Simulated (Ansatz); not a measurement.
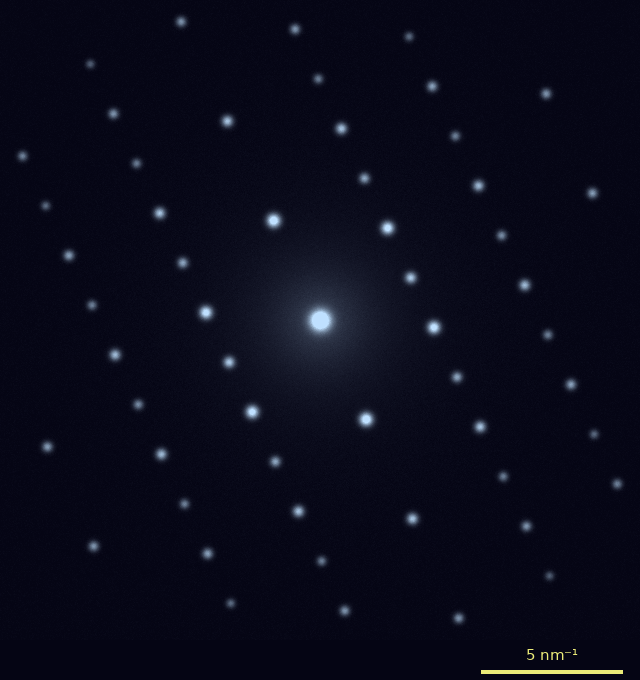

The pattern is a kinematic simulation for 200 kV electrons (no multiple scattering; isotropic B = 0.3 Å²).

Candidate phases (model or computed cells):
A. La, space group P6_3/mmc (No. 194), a = 3.60 Å, c = 11.55 Å (hexagonal axes)
B. La, space group P6_3/mmc (No. 194), a = 3.819 Å, c = 12.267 Å (hexagonal axes)
C. Hf, space group P6_3/mmc (No. 194), a = 3.23 Å, c = 5.12 Å (hexagonal axes)
D. La, space group P6/mmm (No. 191), a = 5.955 Å, c = 3.640 Å (hexagonal axes)

Identify the phase and the zone axis.

Answer. Candidate C (Hf), along [100] or an equivalent direction. The spots form a rectangular net whose two shortest vectors correspond to d = 5.12 Å and 2.80 Å, 90.0° apart. They index as 0 0 1 (itself extinct) and 0 1 0; no zone of the other candidates with indices up to 3 has this net. Some points of the net are extinct or too weak to see.
